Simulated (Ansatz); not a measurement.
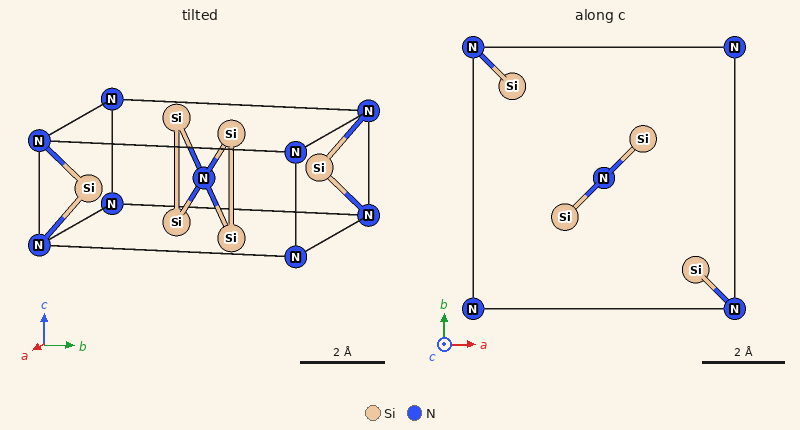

The figure gives a ball-and-stick picture of the atoms, viewed slightly off an axis and along the c axis. The conventional unit cell is outlined; an atom on or near a face, edge or corner is repeated at each equivalent position.

State composition, symmetry and coordination.

The compound is Si$_{2}$N. Its lattice is primitive tetragonal, its space group P4_2/mnm (No. 136). The cell holds 6 atoms (4 Si, 2 N), Z = 2. The numbers of neighbours within bonding distance are Si 4 and N 4.

Provenance: a structure listed in the Materials Project, with elements exchanged, so it need not be a known form of the compound. The geometry was optimised with DFT PBEsol, scalar-relativistic, plane waves, PAW (Ansatz 0.2.0).
